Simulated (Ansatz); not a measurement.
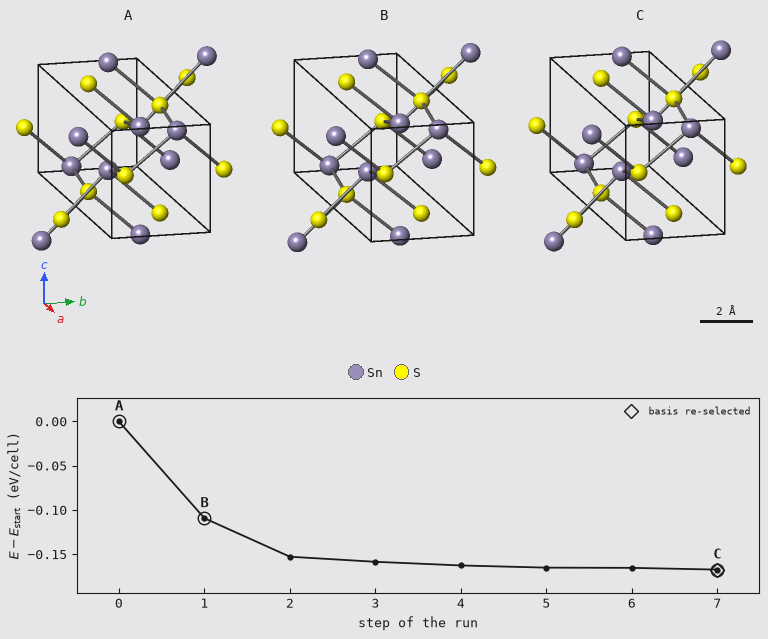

Frames of a relaxation of solid SnS (set up in Pnma), marked on the history of the run. The picture is a ball-and-stick view of the cell of the calculation, reduced to other axes, seen slightly off an axis. Lengths and directions refer to the drawn axes.

The start is a measured structure.

Theory: DFT, PAW plane waves, r2SCAN in Ansatz.

Input file:
```yaml
crystal:
  lattice:
    - [4.27905164, 0.0, 0.0]
    - [0.0, 11.04845204, 0.0]
    - [0.0, 0.0, 3.93316987]
  atoms:
    - { symbol: Sn, position: [0.115, 0.118, 0.25] }
    - { symbol: Sn, position: [0.885, 0.882, 0.75] }
    - { symbol: Sn, position: [0.615, 0.382, 0.75] }
    - { symbol: Sn, position: [0.385, 0.618, 0.25] }
    - { symbol: S, position: [0.478, 0.85, 0.25] }
    - { symbol: S, position: [0.522, 0.15, 0.75] }
    - { symbol: S, position: [0.978, 0.65, 0.75] }
    - { symbol: S, position: [0.022, 0.35, 0.25] }
  symmetry: { tolerance: 0.0003 }
kpoints:
  mp_grid: { grid: [6, 3, 7], shift: [0, 0, 0] }
magnetization:
  spin_polarized: false
scf:
  occupations: { method: fermi_dirac }
  lower_state_search: "off"
hamiltonian:
  pseudopotentials: { kind: paw }
  xc: r2scan
basis:
  ecutwfc: 500
  fft_grid_basis: typed
relax:
  max_steps: 40
  cell: { p_target: 0.0 }
  f_tol: 0.03
output:
  forces: true
  stress: true
  eigenvalues: true
  bader: true
  populations: true
  elf: true
  write_potential: true
  volumetric_format: npy
  dos:
    e_range: [-12, 8]
    de: 0.05
    projected: { site_lists: { S: [S], Sn: [Sn] } }
checkpoint:
  read: saved_state
```

Run as
```bash
ansatz run input.yaml --threads 2 --pin off --max-ram 3584MiB --backend cpu --events-out ev --progress --plain --runs-dir out
```

> Describe the path.

Over 6 accepted moves (7 points after the start) the energy falls by 0.167 eV per cell of the calculation. The largest force component goes from 0.13 to 0.0056 eV/Å. The pressure goes from 3.30 to 0.00 GPa. The SCF was repeated once at an unchanged geometry on a basis and grid sized afresh for the cell, which shifted the energy by 2.0 meV per cell of the calculation at most. The largest moves relative to the cell, 0.099 Å, are those of Sn1, Sn2, Sn3 and Sn4. Sn3 goes in a general direction near +c. By element the largest moves are Sn 0.099 Å, S 0.049 Å. The volume changes by +9.9 %, with a 11.048 → 11.355 Å (+2.8 %), b 3.933 → 3.955 Å (+0.6 %), c 4.279 → 4.551 Å (+6.3 %). Some distances before and after: Sn1–S8 2.594 → 2.636 Å, Sn1–S6 2.651 → 2.642 Å. Among the angles between lasting bonds that change: S6–Sn3–S8 88.2° → 90.4°, Sn1–S6–Sn3 103.5° → 105.6°. The space group stays Pnma (No. 62). The run took 6.3 min on 2 threads of AMD EPYC 7R43 64-Core Processor (Zen 3), on a shared host, peak memory 1.1 GiB. From step 0 to 1: Sn atoms move most (0.09 Å), volume +13.8 %, energy −0.109 eV per cell of the calculation. From step 1 to 7: Sn atoms move most (0.07 Å), volume −3.4 %, energy −58.0 meV per cell of the calculation.

```csv
step,"E − E(0), meV/atom","largest force component, eV/Å","pressure, GPa","volume, Å³/atom",note
0,0.00,0.1296,3.30,23.244,
1,-13.65,0.1185,-1.39,26.454,
2,-19.08,0.0360,-0.33,25.579,
3,-19.80,0.0470,-0.03,25.641,
4,-20.32,0.0325,0.19,25.483,
5,-20.63,0.0072,-0.01,25.552,
6,-20.66,0.0057,0.00,25.544,
7,-20.91,0.0056,0.00,25.544,"same geometry, new basis"
```
